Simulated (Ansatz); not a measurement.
**Run report: NiSb, density-of-states calculation (part 2 of 2)**

The same run, continued: NiSb (P6₃/mmc, 4 atoms in the cell); DFT PBE, spin-orbit coupling, plane waves, PAW (Ansatz 0.2.0); cutoff 420 eV, 10×10×8 k-mesh, Gaussian smearing of 0.05 eV. The structure derives from an entry of the Crystallography Open Database.

Geometry of the input (Å; fractional positions):
```
3.9711  0.0000  0.0000
-1.9855  3.4390  0.0000
0.0000  0.0000  5.1680
Ni 0.0000  0.0000  0.0000
Ni 0.0000  0.0000  0.5000
Sb 0.3333  0.6667  0.2500
Sb 0.6667  0.3333  0.7500
```

Output, continued
```
--- Per-component energies (eV) ---
  E_band       = -896.631433
  E_kinetic    = 986.106235
  E_local      = -11215.365894  (includes V_loc(G=0)·N_el)
  E_nonlocal   = 2008.198533
  E_hartree    = 4900.330894
  E_xc         = -447.698243
  E_vxc        = -412.889614  (∫ρ·V_xc dr)
  E_paw        = -12428.911862  (= ΣΔE_a)
  E_vpaw       = -2063.342754  (= ΣTr[D̂ρ^β])
  E_aug_tail   = 0.001027  (compensation charges beyond the density's cutoff)
  E_ewald      = -8457.546576
  E_smearing   = -0.001229  (= −TS)
  E_closure    = -0.000000  (closes the sum)
  Σ components = -24654.887115   (vs F -24654.887115, Δ=0.00e0)
--- Forces (eV/Å), atoms counted from 1 ---
  atom   1  Ni     0.00000000     0.00000000     0.00000000
  atom   2  Ni     0.00000000     0.00000000     0.00000000
  atom   3  Sb     0.00000000     0.00000000     0.00000000
  atom   4  Sb    -0.00000000    -0.00000000     0.00000000
  max |Σ_I F_I| component: 2.31e-18 eV/Å
--- Stress (GPa, compression-positive) ---
        0.008861       0.000000       0.000000
        0.000000       0.008861       0.000000
        0.000000       0.000000       0.047942
  P = ⅓ Tr σ = 0.0219 GPa (0.219 kbar)
--- Band table (eV; the first three rows and the last of 70) ---
  k-point 0: bands = ["-88.5131", "-88.5131", "-88.5062", "-88.5062", "-50.4207", "-50.4207", "-50.4022", "-50.4022", "-48.2435", "-48.2435", "-48.2359", "-48.2359", "-48.2260", "-48.2260", "-48.1728", "-48.1728", "-15.2317", "-15.2317", "-15.2072", "-15.2072", "-15.2026", "-15.2026", "-15.1922", "-15.1922", "-13.9966", "-13.9966", "-13.9873", "-13.9873", "-13.9741", "-13.9741", "-13.9542", "-13.9542", "-13.9538", "-13.9538", "-13.9514", "-13.9514", "1.9517", "1.9517", "6.3343", "6.3343", "8.6124", "8.6124", "10.8376", "10.8376", "10.9607", "10.9607", "11.6582", "11.6582", "12.2356", "12.2356", "12.2380", "12.2380", "12.6184", "12.6184", "12.7639", "12.7639", "13.4004", "13.4004", "13.4868", "13.4868", "14.6998", "14.6998", "14.9505", "14.9505", "15.4709", "15.4709", "16.9727", "16.9727", "17.2377", "17.2377", "17.8023", "17.8023", "18.5906", "18.5906", "19.7438", "19.7438", "21.0017", "21.0017", "21.1983", "21.1983"]
  k-point 1: bands = ["-88.5128", "-88.5128", "-88.5065", "-88.5065", "-50.4200", "-50.4200", "-50.4029", "-50.4029", "-48.2432", "-48.2432", "-48.2362", "-48.2362", "-48.2240", "-48.2240", "-48.1749", "-48.1749", "-15.2307", "-15.2307", "-15.2081", "-15.2081", "-15.2022", "-15.2022", "-15.1926", "-15.1926", "-13.9949", "-13.9949", "-13.9874", "-13.9874", "-13.9757", "-13.9757", "-13.9535", "-13.9535", "-13.9531", "-13.9531", "-13.9527", "-13.9527", "2.0386", "2.0386", "5.8237", "5.8237", "9.2101", "9.2101", "10.8921", "10.8921", "11.0104", "11.0104", "11.7107", "11.7107", "12.2634", "12.2634", "12.2714", "12.2714", "12.5491", "12.5491", "12.6562", "12.6562", "13.2963", "13.2963", "13.3812", "13.3812", "14.6160", "14.6160", "15.1419", "15.1419", "15.6436", "15.6436", "16.9601", "16.9601", "17.2352", "17.2352", "17.9597", "17.9597", "18.1086", "18.1086", "19.9102", "19.9102", "20.8280", "20.8280", "20.9937", "20.9937"]
  k-point 2: bands = ["-88.5121", "-88.5121", "-88.5072", "-88.5072", "-50.4179", "-50.4179", "-50.4048", "-50.4048", "-48.2424", "-48.2424", "-48.2370", "-48.2370", "-48.2183", "-48.2183", "-48.1807", "-48.1807", "-15.2280", "-15.2280", "-15.2107", "-15.2107", "-15.2011", "-15.2011", "-15.1938", "-15.1938", "-13.9900", "-13.9900", "-13.9876", "-13.9876", "-13.9792", "-13.9792", "-13.9580", "-13.9580", "-13.9517", "-13.9517", "-13.9506", "-13.9506", "2.2982", "2.2982", "4.9284", "4.9284", "10.3231", "10.3231", "11.0573", "11.0573", "11.1559", "11.1559", "11.8504", "11.8504", "12.2709", "12.2709", "12.3625", "12.3625", "12.3682", "12.3682", "12.4239", "12.4239", "13.1047", "13.1047", "13.1606", "13.1606", "14.4384", "14.4384", "15.5514", "15.5514", "16.0493", "16.0493", "16.9094", "16.9094", "17.1216", "17.1216", "17.2132", "17.2132", "18.4021", "18.4021", "20.1165", "20.1165", "20.5084", "20.5084", "20.6126", "20.6126"]
  k-point 69: bands = ["-88.5096", "-88.5096", "-88.5096", "-88.5096", "-50.4115", "-50.4115", "-50.4114", "-50.4114", "-48.2400", "-48.2400", "-48.2399", "-48.2399", "-48.1997", "-48.1997", "-48.1997", "-48.1997", "-15.2206", "-15.2206", "-15.2183", "-15.2183", "-15.1925", "-15.1925", "-15.1907", "-15.1907", "-13.9916", "-13.9916", "-13.9784", "-13.9784", "-13.9744", "-13.9744", "-13.9612", "-13.9612", "-13.9459", "-13.9459", "-13.9455", "-13.9455", "5.1979", "5.1979", "5.2050", "5.2050", "9.1169", "9.1169", "9.1668", "9.1668", "9.9028", "9.9028", "10.0209", "10.0209", "12.0095", "12.0095", "12.0755", "12.0755", "12.6809", "12.6809", "12.7077", "12.7077", "12.7812", "12.7812", "12.8732", "12.8732", "13.3036", "13.3036", "13.3086", "13.3086", "13.5619", "13.5619", "13.5946", "13.5946", "18.5705", "18.5705", "18.7784", "18.7784", "21.6051", "21.6051", "21.6998", "21.6998", "22.3208", "22.3208", "22.4717", "22.4717"]
--- Löwdin populations: 4 sites ---
  site symbol       q [e]
     0     Ni     17.6414
     1     Ni     17.6414
     2     Sb     15.1248
     3     Sb     15.1248
  spilling = 0.007083 (of n_electrons = 66.000000)
```

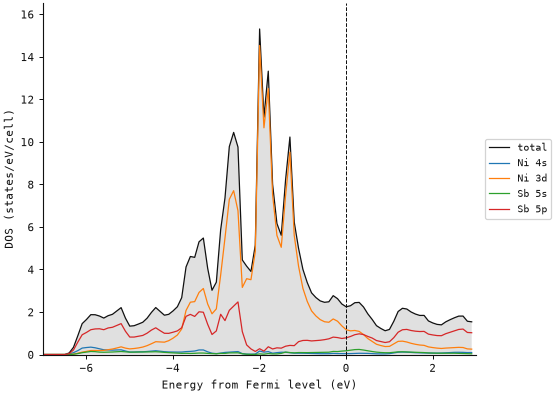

*Density of states (projected on Löwdin-orthogonalised atomic shells), with energies from the Fermi level.*

There are states at the Fermi level: a metal at this level of theory.

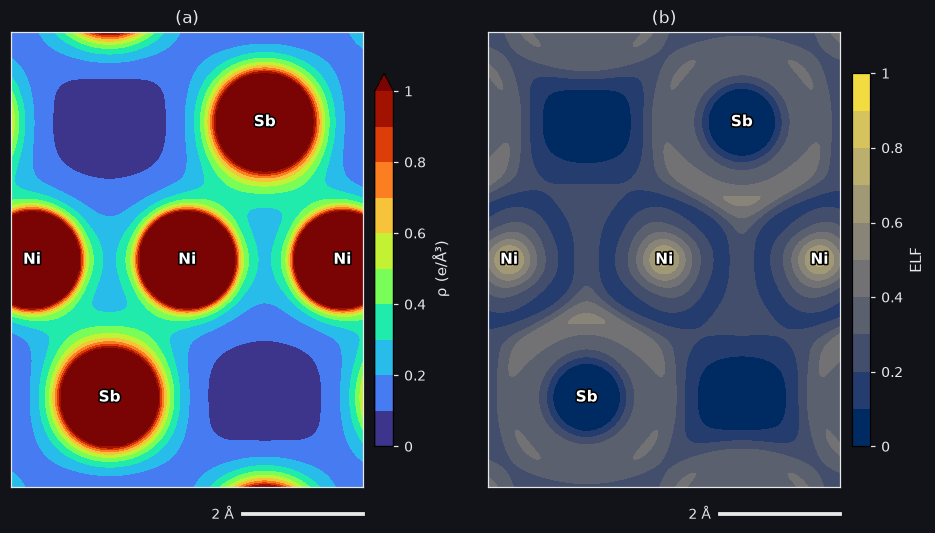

*(a) valence charge density (pseudo); (b) electron localisation function on the (110) plane of the conventional cell.*

Ni–Ni (2.58 Å): the density is about 0.28 e/Å³ at the midpoint; the ELF is about 0.25 at the midpoint; no localised pair between them. Ni–Sb (2.63 Å): ρ is about 0.36 e/Å³ halfway; the ELF is about 0.45 at the midpoint (nearly free electrons, as in a simple metal). Away from the nuclei the density in this plane falls to 0.04 e/Å³ at its lowest. The strong features right at Ni lie inside the PAW spheres (semicore, d or f shells) and say nothing about bonding. The fields are those of the smooth PAW valence density.

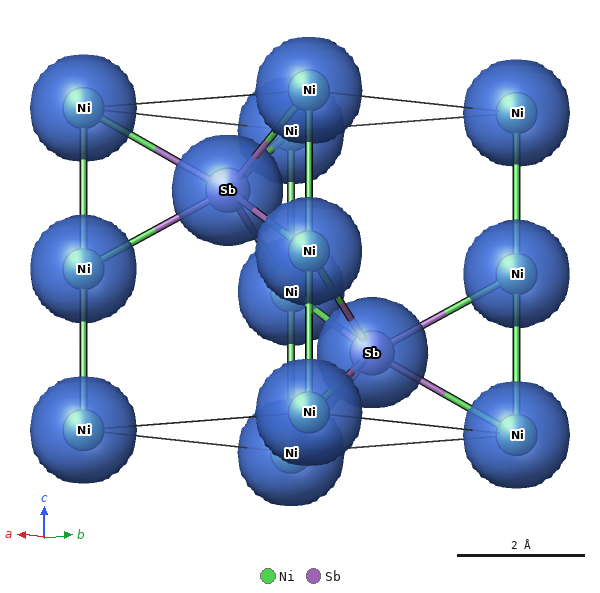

*Isosurface of the valence charge density (pseudo) at 0.8 e/Å³ (blue), seen at an oblique angle. Sticks mark near contacts. The outline is the cell set on symmetry axes.*

At this value the density breaks into separate islands; it holds about 75 % of the electrons treated as valence (semicore included). It is pinched off along the Ni–Ni (2.58 Å) and Ni–Sb (2.63 Å) contacts. On the grid the lowest density along these lines, outside the cores, is 0.28 e/Å³ (Ni–Ni, 2.58 Å) and 0.36 e/Å³ (Ni–Sb, 2.63 Å).

Results in brief

- outcome: converged
- space group (tolerance 0.01 Å): P6₃/mmc (194)
- electrons treated: 66
- free energy: −24654.8871 eV
- Fermi energy: 14.690 eV
- gap on the k-point mesh: none (metallic)
- net moment of the cell: 0.00 μB
- integrated absolute moment: 0.00 μB
- pressure: 0.02 GPa
- largest force (length of the vector): under 0.001 eV/Å
- wall time: 78 s (CPU time 5.2 min)
- peak memory: 1.2 GiB

Warnings of the run: some starting moments were not kept; the SCF threshold is looser than advised for the printed stress.
